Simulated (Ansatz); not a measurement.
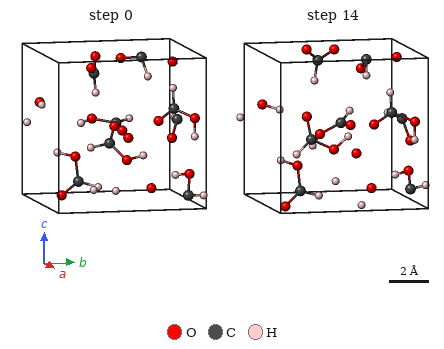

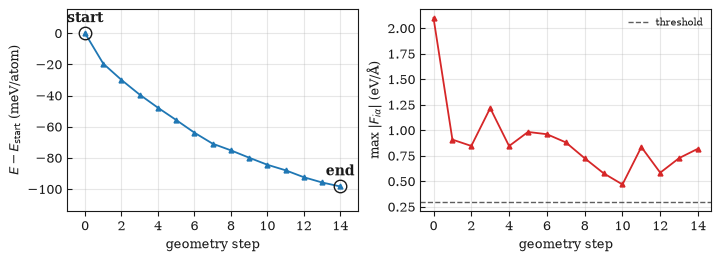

First and last geometry of a relaxation of an amorphous cell of composition H2CO2, with the history of the run. The picture is a ball-and-stick view of the cell of the calculation (origin shifted), seen slightly off an axis.

The cell holds 8 HCOOH. The run prepares the start of a later molecular dynamics calculation, from a guessed geometry.

The calculation used Ansatz, DFT LDA, scalar-relativistic, plane waves, PAW. Settings: plane-wave cutoff 420 eV; k-point mesh 1 × 1 × 1; occupations fermi dirac; smearing width 0.05 eV; no spin polarisation; atoms relaxed in a fixed cell; force threshold 0.3 eV/Å; at most 15 steps.

Q: What do the curves and the structures tell?

A: The relaxation stopped without meeting its thresholds, so the last structure isn't shown to be converged. It used up its limit of 15 steps. The atom that moves furthest is an O atom (1.86 Å along [1 −3 1]). By element the largest moves are O 1.86 Å, H 1.70 Å, C 1.09 Å. The cell doesn't change. Some distances before and after: H–O 0.980 → 1.055 Å, H–O 0.980 → 1.027 Å, C–O 1.350 → 1.304 Å, H–O 0.980 → 1.007 Å. Bond angles that change, for instance: C–O–H 106.0° → 114.3°, C–O–H 106.0° → 113.3°, C–O–H 106.0° → 111.9°. After 14 geometry steps the energy has fallen by 98.3 meV per atom. The largest force component goes from 2.1 to 0.82 eV/Å.

Limits of the set-up: the periodic images lie only 8.0 Å apart, so the values are limited by the cell's size.
